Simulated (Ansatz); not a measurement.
## NiO: single-point calculation (part 1 of 3)

NiO (Fm-3m, 4 atoms in the cell), computed with DFT r2SCAN+U, scalar-relativistic, plane waves, PAW, Ueff = 3 eV on Ni atom 1 d; Ueff = 3 eV on Ni atom 3 d, spin-polarised (Ansatz 0.2.0).

The structure derives from an entry of the Crystallography Open Database. It belongs to a series of runs on one base structure; here: random orbitals: harmonics, high filling. Figures and captions count atoms from 1; the log counts them from 0 in places.

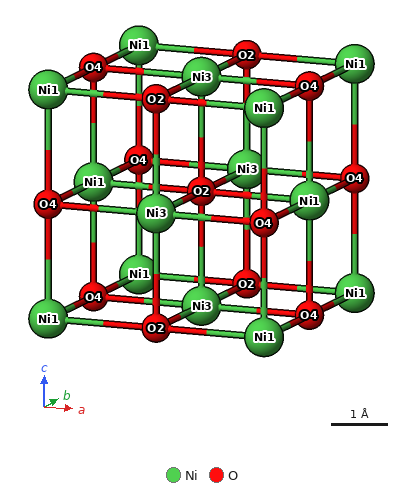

Fig. 1: The input geometry (ball-and-stick view of the cell 2 times as large as that of the calculation, set on its symmetry axes, seen slightly off an axis; atoms are numbered from 1 in the order of the input). Near neighbours in the crystal (not all of them lie inside the picture): Ni has 6 O at 2.09 Å; O has 6 Ni at 2.09 Å.

Input file
```yaml
crystal:
  lattice:
    - [0.0, 2.09130951, 2.09130951]
    - [4.18261902, 2.09130951, 2.09130951]
    - [4.18261902, 4.18261902, 0.0]
  atoms:
    - { symbol: Ni, position: [0.0, 0.0, 0.0], spin: 2.0 }
    - { symbol: O, position: [0.5, 0.5, 0.0] }
    - { symbol: Ni, position: [0.0, 0.0, 0.5], spin: -2.0 }
    - { symbol: O, position: [0.5, 0.5, 0.5] }
basis:
  ecutwfc: 500
  ecutrho_ratio: 4
kpoints:
  mp_grid: { grid: [8, 8, 8] }
hamiltonian:
  xc: r2scan
  hubbard:
    sites:
      - { site: 0, l: d, u_eff: 3.0, starting_ns: [{ spin: up, occupation_matrix: s0up }, { spin: down, occupation_matrix: s0down }] }
      - { site: 2, l: d, u_eff: 3.0, starting_ns: [{ spin: up, occupation_matrix: s2up }, { spin: down, occupation_matrix: s2down }] }
    occupation_matrices:
      s0up:
        matrix:
          - [0.97, 0.0, 0.0, 0.0, 0.0]
          - [0.0, 0.97, 0.0, 0.0, 0.0]
          - [0.0, 0.0, 0.97, 0.0, 0.0]
          - [0.0, 0.0, 0.0, 0.97, 0.0]
          - [0.0, 0.0, 0.0, 0.0, 0.97]
      s0down:
        matrix:
          - [0.97, 0.0, 0.0, 0.0, 0.0]
          - [0.0, 0.02, 0.0, 0.0, 0.0]
          - [0.0, 0.0, 0.02, 0.0, 0.0]
          - [0.0, 0.0, 0.0, 0.97, 0.0]
          - [0.0, 0.0, 0.0, 0.0, 0.97]
      s2up:
        matrix:
          - [0.02, 0.0, 0.0, 0.0, 0.0]
          - [0.0, 0.97, 0.0, 0.0, 0.0]
          - [0.0, 0.0, 0.97, 0.0, 0.0]
          - [0.0, 0.0, 0.0, 0.02, 0.0]
          - [0.0, 0.0, 0.0, 0.0, 0.97]
      s2down:
        matrix:
          - [0.97, 0.0, 0.0, 0.0, 0.0]
          - [0.0, 0.97, 0.0, 0.0, 0.0]
          - [0.0, 0.0, 0.97, 0.0, 0.0]
          - [0.0, 0.0, 0.0, 0.97, 0.0]
          - [0.0, 0.0, 0.0, 0.0, 0.97]
    ns_hold: { iters: 12 }
scf:
  occupations: { method: gaussian, width: 0.05 }
  lower_state_search: "off"
  max_iter: 150
output:
  forces: true
  stress: true
  eigenvalues: true
  populations: true
  hubbard: { sites: [{ site: 0, l: d }, { site: 2, l: d }] }
  write_density: true
  write_potential: true
  elf: true
  volumetric_format: npy
magnetization:
  spin_polarized: true
```

Run on 4 threads of Arm Neoverse V1, 24 GiB of memory available, shared host.

Run as:
```bash
ansatz run input.yaml --threads 4 --pin off --max-ram 6144MiB --backend cpu --events-out ev --progress --plain --runs-dir out
```

Output
```
Warning: crystal.symmetry: narrowed to the stabiliser of the occupation matrices — unitary ops 16 → 8, anti-unitary 16 → 0; lowered by the specified shells (site 0, l: d), (site 2, l: d); largest admitted image defect 4.4e-16, smallest excluded 9.5e-1 — at a splitting's scale: the group the occupation matrices' own texture admits
basis.fft_grid_basis auto: the FFT boxes are laid along the combinations [[1, 0, 0], [-1, 1, 0], [0, -1, 1]] of the cell's own vectors, 2.958, 4.183 and 2.958 Å long. The dense box has 24×32×24 points. Along the cell's own vectors, as sized, it would have 24×40×45, 2.34 times as many. basis.fft_grid_basis: typed keeps the cell's own vectors: state it where this run's energies or levels are differenced outside the engine with another run's, or held beside a run that keeps those vectors. Those combinations have planes normal to reciprocal vector 3, as the cell's own vectors have. Each planar average written beside output.write_density, output.write_potential has a row for each plane of the box: 24. The volumetric files lie along those combinations, not along the cell's own vectors: a cube or XSF file states them, and fields.json those of NumPy files.
Ni: projections on atomic orbitals take those of the free atom [Ne] 3s2 3p6 3d8 4s2, of charge +0.00 (hamiltonian.pseudopotentials.projection_atoms); the dataset's partial waves leave at most 1.6e-6 of an orbital's norm unspanned inside its sphere
O: projections on atomic orbitals take those of the free atom [He] 2s2 2p4, of charge +0.00 (hamiltonian.pseudopotentials.projection_atoms); the dataset's partial waves leave at most 1.9e-8 of an orbital's norm unspanned inside its sphere
Engine: ansatz 0.2.0, aarch64-unknown-linux-gnu
Pseudopotentials: kind: paw
Pseudopotential: Ni, paw, valence charge 18, recommended cutoff 500 eV (meta_gga), Ni.paw.azcp
Pseudopotential: O, paw, valence charge 6, recommended cutoff 500 eV (meta_gga), O.paw.azcp
Functional definition: r2SCAN
  parameter k0 = 0.174
  parameter k1 = 0.065
  parameter a1 = 4.9479
  exchange = r2scan_x(k0 = k0, k1 = k1, a1 = a1)
  correlation = r2scan_c
Crystal: 4 atoms, lattice volume = 36.586 Å³
Basis set: ecut = 500 eV, 927 PW (Γ), FFT grids on a1, −a1+a2, −a2+a3, exchange–correlation on 96×128×96 points (64 copies of the dense FFT grid, shifted against one another)
Bands: 32, of which v1, the nominal top of the filled ones, is band 24 counted from 1 (23 counted from 0)
Symmetry: 8 space group operations
k-points: 105 of 512
Non-local potential: Ni, projectors of the file, l = 0: 3, l = 1: 2, l = 2: 3, l = 3: 1
Non-local potential: O, projectors of the file, l = 0: 2, l = 1: 2, l = 2: 1
PAW form: soft (Blöchl's): semilocal exchange-correlation on the pseudo side does not see the compensation charge
PAW frozen core: Ni, regenerated for the run's functional (the file was generated under x = pbe(κ = 0.804, μ = 0.2195149727645171), c = pbe(β = 0.06672455060314922))
PAW frozen core: O, regenerated for the run's functional (the file was generated under x = pbe(κ = 0.804, μ = 0.2195149727645171), c = pbe(β = 0.06672455060314922))
PAW one-centre angular grid: Ni, 590 points (default); XC on 160 Gauss nodes
PAW one-centre angular grid: O, 302 points (default); XC on 160 Gauss nodes
Initial density: superposition of atomic densities (chi_scale 0.1, normalization cell, long waves kept (reshape's long-wave potential 0.00 eV rms))
Starting moments: Σ|m| = 4 μB on 2 of 4 sites
Initial wavefunctions: pseudopotential atomic-orbital guess
Functional: x = r2scan, c = r2scan; τ floored in thin density (d = 2e-4 eV/Å³)
```
